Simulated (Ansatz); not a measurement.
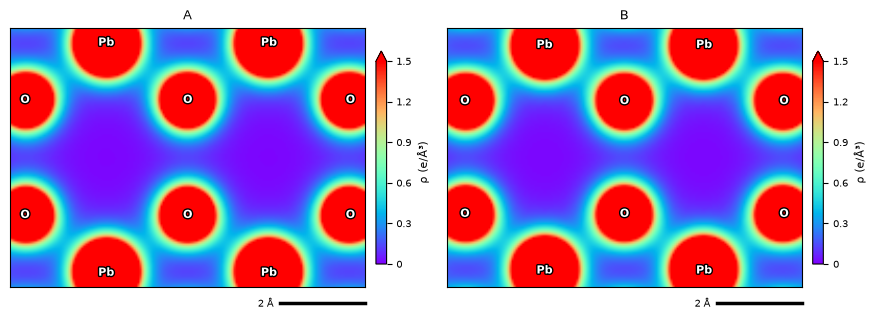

PbO$_{2}$. The valence electron density of two cells that differ in size, on the (101̄) plane of each (indices in the axes of the calculation cell), at one length scale and on one colour scale; one has 12.5 and the other 13.3 Å³ an atom.

Space group Fm-3m.

Method: DFT r2SCAN, scalar-relativistic, plane waves, PAW (Ansatz 0.2.0).

The larger cell:

```cif
data_structure
_symmetry_space_group_name_H-M 'P 1'
_symmetry_Int_Tables_number 1
_cell_length_a 3.8340
_cell_length_b 3.8340
_cell_length_c 3.8340
_cell_angle_alpha 60.000
_cell_angle_beta 60.000
_cell_angle_gamma 60.000
_cell_volume 39.85
loop_
_atom_site_label
_atom_site_type_symbol
_atom_site_fract_x
_atom_site_fract_y
_atom_site_fract_z
_atom_site_occupancy
Pb1 Pb 0.00000 0.00000 0.00000 1
O1 O 0.25000 0.25000 0.25000 1
O2 O 0.75000 0.75000 0.75000 1
```

The smaller cell: a = 3.760 Å, b = 3.760 Å, c = 3.760 Å, α = 60.00°, β = 60.00°, γ = 60.00°.

**Which panel shows the smaller cell, and what does the compression change?**

Panel B is the smaller cell, by 6 % in volume. From the larger cell to the smaller, Pb–O goes from 2.35 to 2.30 Å, and the density at its midpoint from 0.43 to 0.47 e/Å³; the pressure goes from −8 to 0.0 GPa.
